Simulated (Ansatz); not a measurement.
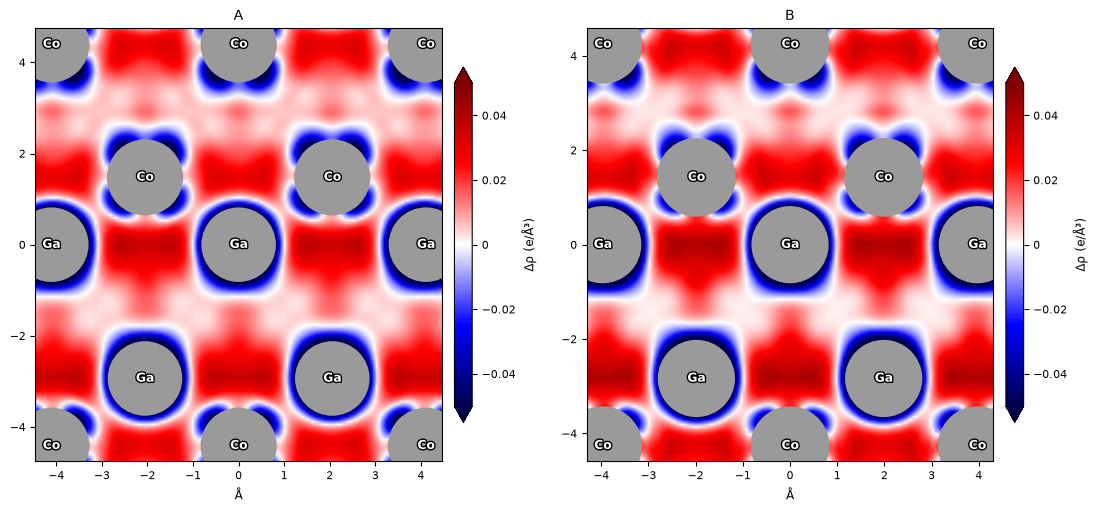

GaCo3: deformation density on the (110) plane of the conventional cell at two volumes, with the same fractional coordinates and one colour scale. Grey discs cover the cores. Panel B has 90 % of the volume of panel A.

Space group P6_3/mmc; spin-polarised. r2SCAN tends to overestimate the moments of metals. The cell comes from a database of computed structures, not from a measurement.

Theory: DFT r2SCAN, scalar-relativistic, plane waves, PAW in Ansatz.

Question: How do bonds, bonding charge and pressure respond to this change of volume?

Answer: From A to B, Co–Ga goes from 2.53 to 2.44 Å, and Δρ at its midpoint from +0.006 to about zero e/Å³. The pressure is −1 GPa in A and 21 GPa in B. The rearranged charge is 0.13 e an atom in A and 0.11 e in B. The net moment is 10.20 μB a cell in A and 8.72 μB in B.

Run times: 9 min (base cell) and 5.1 min (scaled cell), on 2 threads of Arm Neoverse N1 (shared host).
